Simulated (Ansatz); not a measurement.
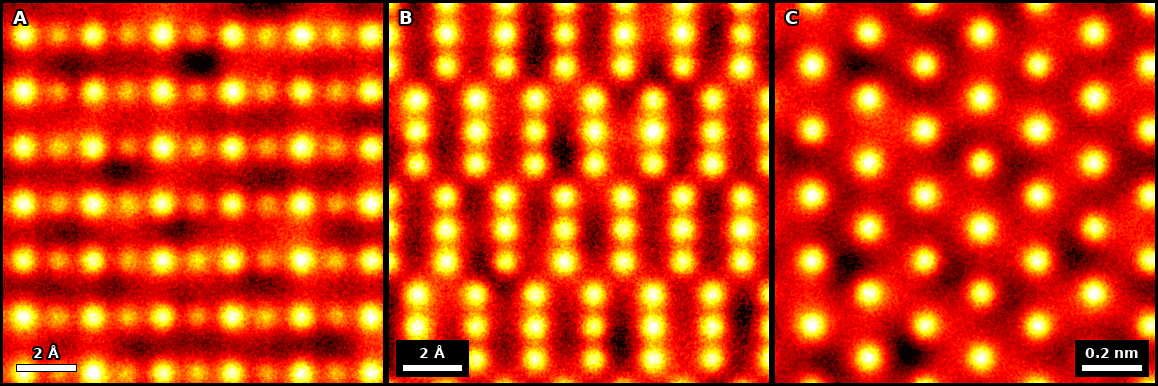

Three views of Co (P6/mmm, No. 191) along different zone axes. Simulated as the projected potential of neutral atoms (B = 0.5 Å²) blurred by a 0.50 Å probe, the thin-sample limit of integrated differential phase contrast. The display is stretched by a gamma of 0.65; percentages refer to the linear signal. Shot noise and the speckle of an amorphous layer were added. Atomic positions: the end point of a relaxation with DFT, LDA (PW92), plane waves (420 eV) with PAW, scalar-relativistic (Ansatz 0.2.0); the starting structure was generated, so it need not be a known form of this composition.

```
Co
1.0
     3.85560    0.00000    0.00000
    -1.92780    3.33905    0.00000
     0.00000    0.00000    2.37671
Co
3
Direct
  0.00000 0.00000 0.00000
  0.33333 0.66667 0.50000
  0.66667 0.33333 0.50000
```

### Match the panels to the zone axes [001], [101] and [210].

A is [210]: projected cell 1.93 × 2.38 Å, 90°, plane group p2mm. B is [101]: projected cell 2.02 × 3.49 Å, 107°, plane group c2mm. C is [001]: projected cell 2.23 × 2.23 Å, 120°, plane group p6mm.
